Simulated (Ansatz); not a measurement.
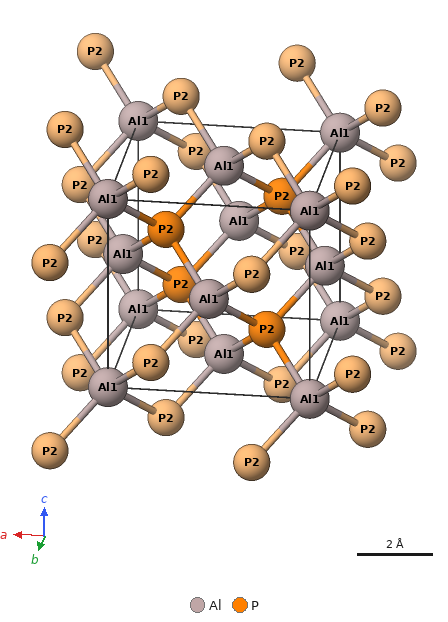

Fig. 1: The input geometry of the first run (ball-and-stick view of the cell 4 times as large as that of the calculation, set on its symmetry axes, seen at an oblique angle; neighbours outside the cell are drawn fainter; atoms are numbered from 1 in the order of the input). An atom can appear more than once, as a periodic image.

## Two runs on AlP

System: AlP (F-43m, 2 atoms in the cell).
Method of the first run: DFT, PBEsol, all-electron PAW with datasets made for the crystal, scalar-relativistic, no spin polarisation (Ansatz 0.2.0).

Text and figures count atoms from 1; the logs count them from 0 in places.

### Input file, the first run
```yaml
crystal:
  lattice:
    - [0.0, 2.7349947702, 2.7349947702]
    - [2.7349947702, 0.0, 2.7349947702]
    - [2.7349947702, 2.7349947702, 0.0]
  atoms:
    - { symbol: Al, position: [0.0, 0.0, 0.0] }
    - { symbol: P, position: [0.25, 0.25, 0.25] }
kpoints:
  mp_grid: { grid: [14, 14, 14] }
scf:
  occupations: { method: fermi_dirac, width: 0.1 }
hamiltonian:
  xc: pbesol
  pseudopotentials: { kind: all_electron, datasets: crystal }
output:
  forces: true
  stress: true
  eigenvalues: true
```

Command:
```bash
ansatz run input.yaml --threads 1 --pin off --max-ram 2048MiB --backend cpu --events-out ev --progress --plain --runs-dir out
```

Hardware: 1 thread of Arm Neoverse V1, 112 GiB of memory available, shared host.

### Output, shortened to warnings, some set-up lines, iterations and results (the first run)
```
Basis set: ecut = 180 eV, 229 PW (Γ), exchange–correlation on 48×48×48 points (8 copies of the dense FFT grid, shifted against one another)
Symmetry: 24 space group operations
k-points: 104 of 2744 (time reversal used)
Initial density: superposition of atomic densities (neutral atoms: chi_scale 0, normalization atom)
[...]
SCF iter   1: F=—  HF=-15889.357306 eV  |F-HF|=—  |Δ(HF+E_count)|=         —  Δρ=4.62e-2  dr2=1.20e0  ethr=1.48e-2  ⟨swp⟩=3.0  Hψ=5117  notcnv=0
SCF iter   2: F=—  HF=-15889.070405 eV  |F-HF|=—  |Δ(HF+E_count)|=   2.87e-1  Δρ=1.78e-2  dr2=8.73e-2  ethr=1.04e-3  ⟨swp⟩=2.2  Hψ=3422  notcnv=0  defer=2
SCF iter   3: F=—  HF=-15889.074356 eV  |F-HF|=—  |Δ(HF+E_count)|=   3.95e-3  Δρ=5.32e-3  dr2=9.25e-3  ethr=1.04e-3  ⟨swp⟩=2.0  Hψ=1329  notcnv=0  defer=1
SCF iter   4: F=—  HF=-15889.076645 eV  |F-HF|=—  |Δ(HF+E_count)|=   2.29e-3  Δρ=5.89e-4  dr2=1.58e-4  ethr=1.16e-4  ⟨swp⟩=2.0  Hψ=1870  notcnv=0
SCF iter   5: F=—  HF=-15889.077990 eV  |F-HF|=—  |Δ(HF+E_count)|=   1.34e-3  Δρ=2.25e-4  dr2=1.36e-5  ethr=1.97e-6  ⟨swp⟩=3.0  Hψ=2193  notcnv=0
SCF iter   6: F=—  HF=-15889.078009 eV  |F-HF|=—  |Δ(HF+E_count)|=   1.93e-5  Δρ=5.89e-5  dr2=3.07e-7  ethr=1.70e-7  ⟨swp⟩=2.1  Hψ=1272  notcnv=0
SCF iter   7: F=-15889.078011 eV  HF=-15889.078011 eV  |F-HF|=7.95e-9  |Δ(HF+E_count)|=   2.14e-6  Δρ=1.29e-5  dr2=3.82e-8  ethr=3.84e-9  ⟨swp⟩=3.0  Hψ=1662  notcnv=0
SCF 1 converged in 7 iterations: F = -15889.077989 eV  dr2 = 3.82e-8
  Residual-converged pass: ⟨swp⟩=3.5  Hψ=1676  notcnv=0  max |occ|·‖R‖ = 5.2e-6 eV (tolerance 5.3e-6 eV)  dr2=4.02e-8  dr2_onsite=1.58e-8  max |Δocc| = 7.7e-9
SCF converged after 7 iterations
Free energy (F): -15889.077989 eV
Harris-Foulkes:  -15889.077989 eV  (|F-HF|=7.95e-9)
Internal energy: -15889.077970 eV  (E = F + TS)
E sigma→0 (E₀):  -15889.077979 eV
Entropy (-TS):   -0.000019 eV (-0.009 meV/atom)
Past the cutoff: the bands carry plane waves up to 1.75 times it, of which those up to 1.5 times it add -0.000341 eV an atom, each by itself; the spheres take 0.000205 eV an atom off the energy for waves past 1.75 times it
By the cutoff:   a pressure is off by up to 0.007 GPa (1.2 times the spheres' own share and the shells' term, over an atom's volume, and 0.004 GPa: a bound that held against runs at twice the plane waves)
Past the cutoffs: a stress includes 0.0009 GPa for waves and charges beyond them, in addition to the slope of what the spheres take
In the spheres:  the bands' charges fall short by 3.4e-7 e at most (sound up to 1e-3), those of shells solved beside the bands by 8.8e-8 e (sound up to 5e-4)
Fermi energy:    6.981621 eV
--- Per-component energies (eV) ---
  E_band       = 13.795520
  E_kinetic    = 90.381862
  E_local      = -1225.463656  (includes V_loc(G=0)·N_el)
  E_nonlocal   = 11.576521
  E_hartree    = 563.065558
  E_xc         = -78.058992
  E_vxc        = -100.206383  (∫ρ·V_xc dr)
  E_paw        = -17216.771873  (= ΣΔE_a)
  E_vpaw       = -2852.006730  (= ΣTr[D̂ρ^β])
  E_ewald      = -997.187649
  E_smearing   = -0.000019  (= −TS)
  E_closure    = 2963.380259  (closes the sum)
  Σ components = -15889.077989   (vs F -15889.077989, Δ=-1.82e-12)
  The terms above E_closure are by the made datasets' own strengths, without shells solved beside the bands.
--- Forces (eV/Å), atoms counted from 1 ---
  atom   1  Al     0.00000000    -0.00000000     0.00000000
  atom   2  P     -0.00000000     0.00000000     0.00000000
  max |Σ_I F_I| component: 1.39e-16 eV/Å
--- Stress (GPa, compression-positive) ---
       -0.037092       0.000000      -0.000000
        0.000000      -0.037092       0.000000
        0.000000       0.000000      -0.037092
  P = ⅓ Tr σ = -0.0371 GPa (-0.371 kbar)
  It holds what live shells' own plane waves past their cutoff add
```

The input of the second run differs as follows (lines with − go, lines with + come):
```diff
-    - [0.0, 2.7349947702, 2.7349947702]
-    - [2.7349947702, 0.0, 2.7349947702]
-    - [2.7349947702, 2.7349947702, 0.0]
+    - [0.0, 2.451323709, 2.451323709]
+    - [2.451323709, 0.0, 2.451323709]
+    - [2.451323709, 2.451323709, 0.0]
-  pseudopotentials: { kind: all_electron, datasets: crystal }
+  pseudopotentials: { kind: paw, partial_waves: polarizable }
```

Predict how the results change.

The total energies belong to different models, so their difference says nothing on which is more stable or more accurate. The pressure goes from −0.04 to 54.93 GPa. The volume per atom goes from 20.46 to 14.73 Å³. The SCF takes 6 iterations against 7. The plane waves at Γ go from 229 to 561. On the same kind of shared host the second run took about 0.41 times as long.

### Output, shortened to warnings, some set-up lines, iterations and results (the second run)
```
Basis set: ecut = 420 eV, 561 PW (Γ), exchange–correlation on 48×48×48 points (8 copies of the dense FFT grid, shifted against one another)
Symmetry: 24 space group operations
k-points: 104 of 2744 (time reversal used)
Initial density: superposition of atomic densities (neutral atoms: chi_scale 0, normalization atom), corrected by the library's trained network
[...]
SCF iter   1: F=—  HF=-1264.236762 eV  |F-HF|=—  |Δ(HF+E_count)|=         —  Δρ=3.26e-3  dr2=3.75e-3  ethr=1.77e-3  ⟨swp⟩=6.3  Hψ=7792  notcnv=0
SCF iter   2: F=—  HF=-1264.235941 eV  |F-HF|=—  |Δ(HF+E_count)|=   8.21e-4  Δρ=1.16e-3  dr2=3.00e-4  ethr=4.69e-5  ⟨swp⟩=2.0  Hψ=1997  notcnv=0
SCF iter   3: F=—  HF=-1264.235945 eV  |F-HF|=—  |Δ(HF+E_count)|=   3.61e-6  Δρ=2.98e-4  dr2=1.21e-5  ethr=3.74e-6  ⟨swp⟩=2.0  Hψ=1183  notcnv=0
SCF iter   4: F=—  HF=-1264.235936 eV  |F-HF|=—  |Δ(HF+E_count)|=   8.75e-6  Δρ=2.42e-5  dr2=1.21e-7  ethr=1.51e-7  ⟨swp⟩=2.1  Hψ=1254  notcnv=0
SCF iter   5: F=-1264.235936 eV  HF=-1264.235936 eV  |F-HF|=3.17e-8  |Δ(HF+E_count)|=   3.24e-9  Δρ=1.23e-5  dr2=4.74e-8  ethr=1.51e-9  ⟨swp⟩=2.0  Hψ=1251  notcnv=0
SCF iter   6: F=-1264.235936 eV  HF=-1264.235936 eV  |F-HF|=1.03e-9  |Δ(HF+E_count)|=   1.94e-8  Δρ=2.23e-6  dr2=1.57e-9  ethr=5.93e-10  ⟨swp⟩=3.9  Hψ=5025  notcnv=0
SCF 1 converged in 6 iterations: F = -1264.235936 eV  dr2 = 1.57e-9
SCF converged after 6 iterations
Free energy (F): -1264.235936 eV
Harris-Foulkes:  -1264.235936 eV  (|F-HF|=1.03e-9)
Internal energy: -1264.235468 eV  (E = F + TS)
E sigma→0 (E₀):  -1264.235702 eV
Entropy (-TS):   -0.000468 eV (-0.234 meV/atom)
Fermi energy:    9.028168 eV
--- Per-component energies (eV) ---
  E_band       = 26.043613
  E_kinetic    = 106.071599
  E_local      = -58.196146  (includes V_loc(G=0)·N_el)
  E_nonlocal   = 49.329915
  E_hartree    = 18.909331
  E_xc         = -105.465725
  E_vxc        = -96.180762  (∫ρ·V_xc dr)
  E_paw        = -1010.692349  (= ΣΔE_a)
  E_vpaw       = -12.799602  (= ΣTr[D̂ρ^β])
  E_aug_tail   = -0.000000  (compensation charges beyond the density's cutoff)
  E_ewald      = -264.257328
  E_core_change = 0.065235  (= ΣΔE_core)
  E_smearing   = -0.000468  (= −TS)
  E_closure    = -0.000000  (closes the sum)
  Σ components = -1264.235936   (vs F -1264.235936, Δ=0.00e0)
--- Forces (eV/Å), atoms counted from 1 ---
  atom   1  Al     0.00000000    -0.00000000    -0.00000000
  atom   2  P     -0.00000000    -0.00000000    -0.00000000
  max |Σ_I F_I| component: 2.36e-16 eV/Å
--- Stress (GPa, compression-positive) ---
       54.927691      -0.000000      -0.000000
        0.000000      54.927691       0.000000
       -0.000000       0.000000      54.927691
  P = ⅓ Tr σ = 54.9277 GPa (549.277 kbar)
```

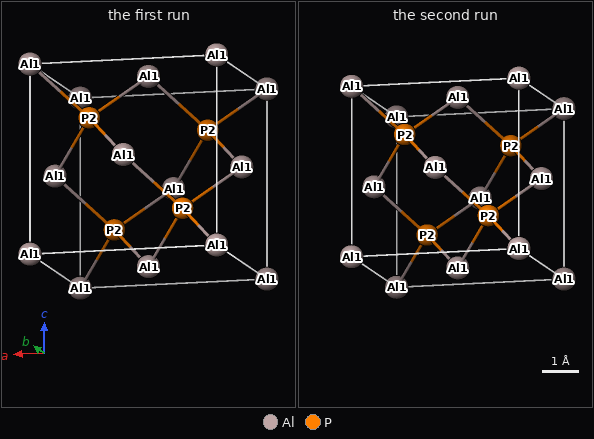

Fig. 2: The two input geometries at one scale (ball-and-stick view of the cell 4 times as large as that of the calculation, set on its symmetry axes, seen at an oblique angle). No atom moves by more than 0.005 Å relative to the cell. Cell: a = b = c 5.470 → 4.903 Å (−10.4 %). Volume −28.0 %. Among the contacts that change: Al1–P2 2.369 → 2.123 Å.

### The two runs side by side

| quantity | the first run | the second run |
| --- | --- | --- |
| outcome | converged | converged |
| free energy per atom (eV) | −7944.5390 | −632.1180 |
| pressure (GPa) | −0.04 | 54.93 |
| volume per atom (Å³) | 20.46 | 14.73 |
| largest force (eV/Å) | 0.000 | 0.000 |
| SCF iterations | 7 | 6 |
| irreducible k-points | 104 | 104 |
| plane waves at Γ | 229 | 561 |
| wall time (shared host) | 7.8 s | 3.2 s |

For the second run: The cell is under a pressure of 55 GPa at this level, so it is not at its equilibrium volume.
